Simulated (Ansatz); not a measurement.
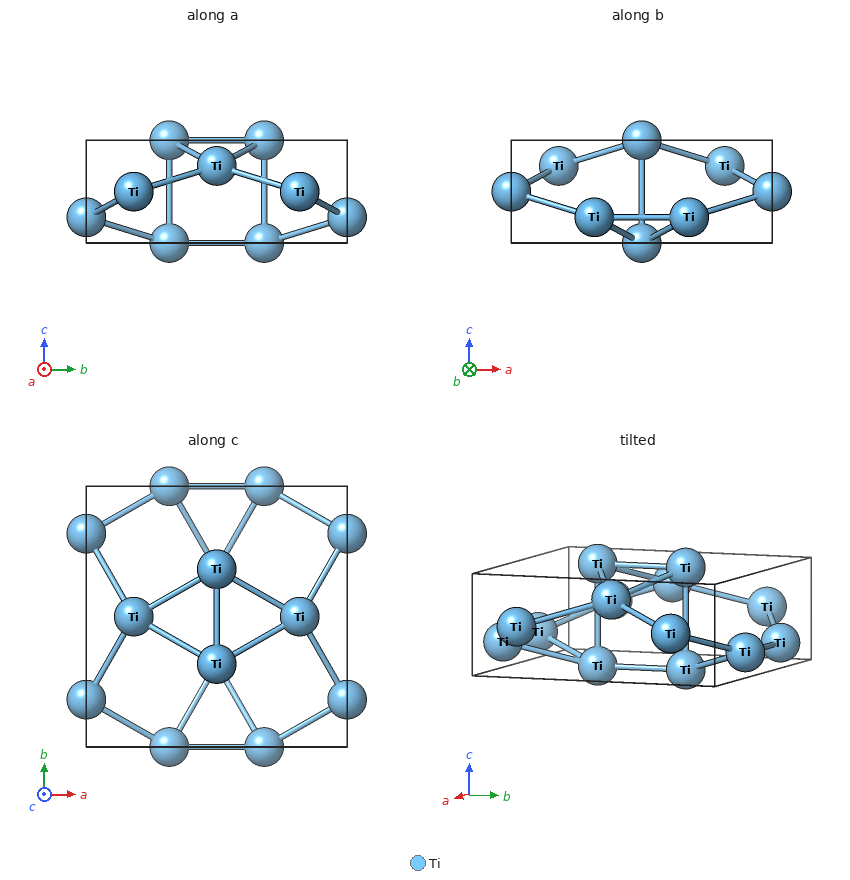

The structure above is drawn in ball-and-stick style and viewed along the a axis, along the b axis, along the c axis and slightly off an axis. One conventional unit cell is framed, with atoms on its boundary repeated.

Lattice parameters: a = 7.104 Å, b = 7.104 Å, c = 2.799 Å, α = 90.00°, β = 90.00°, γ = 90.00°.

### Give the structure in the form of a table of Wyckoff sites, with free fractional coordinates to two decimals.

Space group I4_1md (No. 109).
| atom | site | x | y | z |
| --- | --- | --- | --- | --- |
| Ti | 8b | 0.50 | 0.68 | 0.00 |

Starting structure: a random cell made by a generator, so it need not be a real form of the element. The picture shows the end point of a geometry optimisation with DFT PBE, scalar-relativistic, plane waves, PAW in Ansatz 0.2.0.
